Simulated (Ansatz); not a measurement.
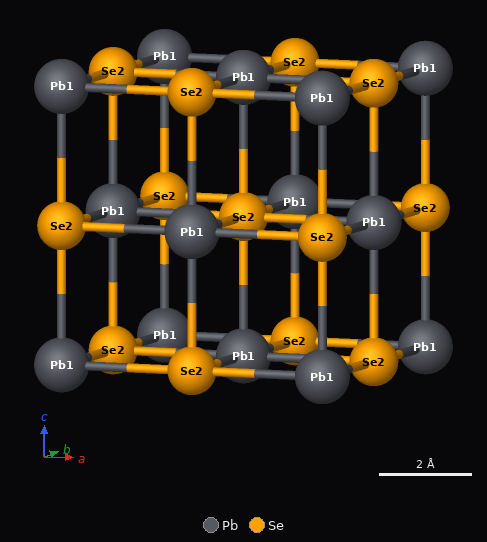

The structure (ball-and-stick view of the cell 4 times as large as that of the calculation, set on its symmetry axes, seen slightly off an axis; atoms are numbered from 1 in the order of the input). Near neighbours in the crystal (not all of them lie inside the picture): Pb has 6 Se at 3.05 Å; Se has 6 Pb at 3.05 Å.

# Two runs on PbSe

System: PbSe (2 atoms in the cell).
Method of run 1: DFT r2SCAN, scalar-relativistic, plane waves, PAW, no spin polarisation (Ansatz 0.2.0).

The structure derives from an entry of the Crystallography Open Database. Text and figures count atoms from 1; the logs count them from 0 in places.

**The input, run 1**
```yaml
crystal:
  lattice:
    - [0.0, 3.0515521259, 3.0515521259]
    - [3.0515521259, 0.0, 3.0515521259]
    - [3.0515521259, 3.0515521259, 0.0]
  atoms:
    - { symbol: Pb, position: [0.0, 0.0, 0.0] }
    - { symbol: Se, position: [0.5, 0.5, 0.5] }
basis:
  ecutwfc: 500
kpoints:
  mp_grid: { grid: [10, 10, 10] }
  band_path:
    path:
      - [0.0, 0.0, 0.0]
      - [0.5, 0.0, 0.5]
      - [0.625, 0.25, 0.625]
      - [0.375, 0.375, 0.75]
      - [0.5, 0.5, 0.5]
      - [0.5, 0.25, 0.75]
      - [0.0, 0.0, 0.5]
    npoints: 1
hamiltonian:
  xc: r2scan
scf:
  occupations: { method: gaussian, width: 0.01 }
  n_extra_bands: 4
output:
  forces: true
  stress: true
  eigenvalues: true
```

Command:
```bash
ansatz run input.yaml --threads 1 --pin off --max-ram 2560MiB --backend cpu --events-out ev --progress --plain --runs-dir out
```

Hardware: 1 thread of Intel Xeon @ 2.50GHz (Skylake/Cascade Lake), 189 GiB of memory available, shared host.

**Output, shortened to warnings, some set-up lines, iterations and results (run 1)**
```
Basis set: ecut = 500 eV, 1459 PW (Γ), exchange–correlation on 128×128×128 points (64 copies of the dense FFT grid, shifted against one another)
Symmetry: 48 space group operations
k-points: 47 of 1000
Initial density: superposition of atomic densities (neutral atoms: chi_scale 0, normalization atom), corrected by the library's trained network
[...]
SCF iter   1: F=—  HF=-17400.319144 eV  |F-HF|=—  |Δ(HF+E_count)|=         —  Δρ=6.23e-3  dr2=2.48e-2  dr2_τ=3.69e-3  ethr=1.77e-3  ⟨swp⟩=6.4  Hψ=4414  notcnv=0
SCF iter   2: F=—  HF=-17400.319526 eV  |F-HF|=—  |Δ(HF+E_count)|=   3.83e-4  Δρ=1.72e-3  dr2=1.11e-3  dr2_τ=2.77e-4  ethr=8.26e-5  ⟨swp⟩=2.1  Hψ=1933  notcnv=0
SCF iter   3: F=—  HF=-17400.319693 eV  |F-HF|=—  |Δ(HF+E_count)|=   1.67e-4  Δρ=6.80e-4  dr2=2.79e-4  dr2_τ=9.65e-6  ethr=3.70e-6  ⟨swp⟩=2.0  Hψ=1787  notcnv=0
SCF iter   4: F=—  HF=-17400.319717 eV  |F-HF|=—  |Δ(HF+E_count)|=   2.45e-5  Δρ=2.62e-4  dr2=2.51e-5  dr2_τ=1.82e-6  ethr=9.31e-7  ⟨swp⟩=2.0  Hψ=1299  notcnv=0
SCF iter   5: F=—  HF=-17400.319725 eV  |F-HF|=—  |Δ(HF+E_count)|=   7.88e-6  Δρ=4.79e-5  dr2=6.61e-7  dr2_τ=2.10e-8  ethr=8.38e-8  ⟨swp⟩=2.5  Hψ=1252  notcnv=0
SCF iter   6: F=-17400.319726 eV  HF=-17400.319726 eV  |F-HF|=3.27e-8  |Δ(HF+E_count)|=   2.60e-7  Δρ=1.50e-5  dr2=5.95e-8  dr2_τ=2.28e-9  ethr=3.33e-10  ⟨swp⟩=5.7  Hψ=4126  …
SCF 1 converged in 6 iterations: F = -17400.319726 eV  dr2 = 5.95e-8
NSCF: frozen V_eff on 7 k-points
SCF converged after 6 iterations
Free energy (F): -17400.319726 eV
Harris-Foulkes:  -17400.319726 eV  (|F-HF|=3.27e-8)
Internal energy: -17400.319726 eV  (E = F + TS)
E sigma→0 (E₀):  -17400.319726 eV
Fermi energy:    9.320608 eV
--- Per-component energies (eV) ---
  E_band       = -442.969625
  E_kinetic    = 406.289980
  E_local      = -3516.884494  (includes V_loc(G=0)·N_el)
  E_nonlocal   = -244.752961
  E_hartree    = 1640.391230
  E_xc         = -307.757687
  E_vxc        = -252.066933  (∫ρ·V_xc dr)
  E_paw        = -12356.120008  (= ΣΔE_a)
  E_vpaw       = -131.999185  (= ΣTr[D̂ρ^β])
  E_aug_tail   = -0.000179  (compensation charges beyond the density's cutoff)
  E_vtau       = 15.664590  (kinetic-family band-sum trace: ∫τ·v_τ [+ j·A + Jᵃ·Aᵃ] dr)
  E_ewald      = -3020.686339
  E_core_change = -0.799268  (= ΣΔE_core)
  E_smearing   = -0.000000  (= −TS)
  E_closure    = 0.000000  (closes the sum)
  Σ components = -17400.319726   (vs F -17400.319726, Δ=0.00e0)
--- Forces (eV/Å), atoms counted from 1 ---
  atom   1  Pb    -0.00000000     0.00000000    -0.00000000
  atom   2  Se     0.00000000    -0.00000000     0.00000000
  max |Σ_I F_I| component: 1.58e-30 eV/Å
--- Stress (GPa, compression-positive) ---
        2.039961       0.000000      -0.000000
        0.000000       2.039961      -0.000000
        0.000000      -0.000000       2.039961
  P = ⅓ Tr σ = 2.0400 GPa (20.400 kbar)
```

For run 2 the input was changed thus:
```diff
-  ecutwfc: 500
+  ecutwfc: 420
-  xc: r2scan
+  xc: pbesol
+  write_density: true
+  write_potential: true
+  elf: true
+  volumetric_format: npy
```

How does run 2 compare with run 1?

The total energies belong to different methods, so their difference says nothing on which is more stable or more accurate. The gap on the mesh goes from 0.54 to 0.17 eV. The pressure goes from 2.04 to 0.00 GPa. The functional changes from r2SCAN to PBEsol. The number of SCF iterations is the same. The plane waves at Γ go from 1459 to 1139. On the same kind of shared host run 2 took about 0.56 times as long.

**Output, shortened to warnings, some set-up lines, iterations and results (run 2)**
```
Basis set: ecut = 420 eV, 1139 PW (Γ), exchange–correlation on 60×60×60 points (8 copies of the dense FFT grid, shifted against one another)
Symmetry: 48 space group operations
k-points: 47 of 1000
Initial density: superposition of atomic densities (neutral atoms: chi_scale 0, normalization atom), corrected by the library's trained network
[...]
SCF iter   1: F=—  HF=-17180.217751 eV  |F-HF|=—  |Δ(HF+E_count)|=         —  Δρ=2.37e-3  dr2=5.97e-3  ethr=1.77e-3  ⟨swp⟩=6.3  Hψ=4309  notcnv=0
SCF iter   2: F=—  HF=-17180.215215 eV  |F-HF|=—  |Δ(HF+E_count)|=   2.54e-3  Δρ=1.10e-3  dr2=7.69e-4  ethr=1.99e-5  ⟨swp⟩=2.8  Hψ=1781  notcnv=0
SCF iter   3: F=—  HF=-17180.214991 eV  |F-HF|=—  |Δ(HF+E_count)|=   2.24e-4  Δρ=3.44e-4  dr2=4.85e-5  ethr=2.56e-6  ⟨swp⟩=3.0  Hψ=1747  notcnv=0
SCF iter   4: F=—  HF=-17180.215000 eV  |F-HF|=—  |Δ(HF+E_count)|=   8.24e-6  Δρ=1.19e-4  dr2=3.79e-6  ethr=1.62e-7  ⟨swp⟩=2.8  Hψ=1599  notcnv=0
SCF iter   5: F=—  HF=-17180.215002 eV  |F-HF|=—  |Δ(HF+E_count)|=   2.84e-6  Δρ=2.28e-5  dr2=2.59e-7  ethr=1.26e-8  ⟨swp⟩=2.0  Hψ=1590  notcnv=0
SCF iter   6: F=-17180.215002 eV  HF=-17180.215002 eV  |F-HF|=1.55e-8  |Δ(HF+E_count)|=   2.11e-7  Δρ=4.88e-6  dr2=1.16e-8  ethr=3.33e-10  ⟨swp⟩=9.0  Hψ=6400  notcnv=0
SCF 1 converged in 6 iterations: F = -17180.215002 eV  dr2 = 1.16e-8
  Residual-converged pass: ⟨swp⟩=1.1  Hψ=1084  notcnv=0  max |occ|·‖R‖ = 7.0e-9 eV (tolerance 1.0e-8 eV)  dr2=1.16e-8  dr2_onsite=1.18e-8  max |Δocc| = 1.3e-40
NSCF: frozen V_eff on 7 k-points
SCF converged after 6 iterations
Free energy (F): -17180.215002 eV
Harris-Foulkes:  -17180.215002 eV  (|F-HF|=1.55e-8)
Internal energy: -17180.215002 eV  (E = F + TS)
E sigma→0 (E₀):  -17180.215002 eV
Fermi energy:    9.109615 eV
--- Per-component energies (eV) ---
  E_band       = -426.353927
  E_kinetic    = 406.222075
  E_local      = -3516.989071  (includes V_loc(G=0)·N_el)
  E_nonlocal   = -240.728251
  E_hartree    = 1635.288431
  E_xc         = -322.986467
  E_vxc        = -231.491375  (∫ρ·V_xc dr)
  E_paw        = -12121.405429  (= ΣΔE_a)
  E_vpaw       = -113.949546  (= ΣTr[D̂ρ^β])
  E_aug_tail   = -0.000518  (compensation charges beyond the density's cutoff)
  E_ewald      = -3020.686339
  E_core_change = 1.070567  (= ΣΔE_core)
  E_smearing   = -0.000000  (= −TS)
  E_closure    = -0.000000  (closes the sum)
  Σ components = -17180.215002   (vs F -17180.215002, Δ=0.00e0)
--- Forces (eV/Å), atoms counted from 1 ---
  atom   1  Pb    -0.00000000     0.00000000     0.00000000
  atom   2  Se     0.00000000     0.00000000     0.00000000
  max |Σ_I F_I| component: 1.96e-30 eV/Å
--- Stress (GPa, compression-positive) ---
       -0.003973      -0.000000      -0.000000
       -0.000000      -0.003973      -0.000000
       -0.000000       0.000000      -0.003973
  P = ⅓ Tr σ = -0.0040 GPa (-0.040 kbar)
```

**The two runs side by side**

```tsv
quantity	run 1	run 2
outcome	converged	converged
free energy per atom (eV)	−8700.1599	−8590.1075
gap on the mesh (eV)	0.54	0.17
pressure (GPa)	2.04	0.00
largest force (eV/Å)	0.000	0.000
SCF iterations	6	6
irreducible k-points	47	47
plane waves at Γ	1459	1139
wall time (shared host)	17 s	9.4 s
```

For both runs: Spin–orbit coupling is left out, which matters for Pb.
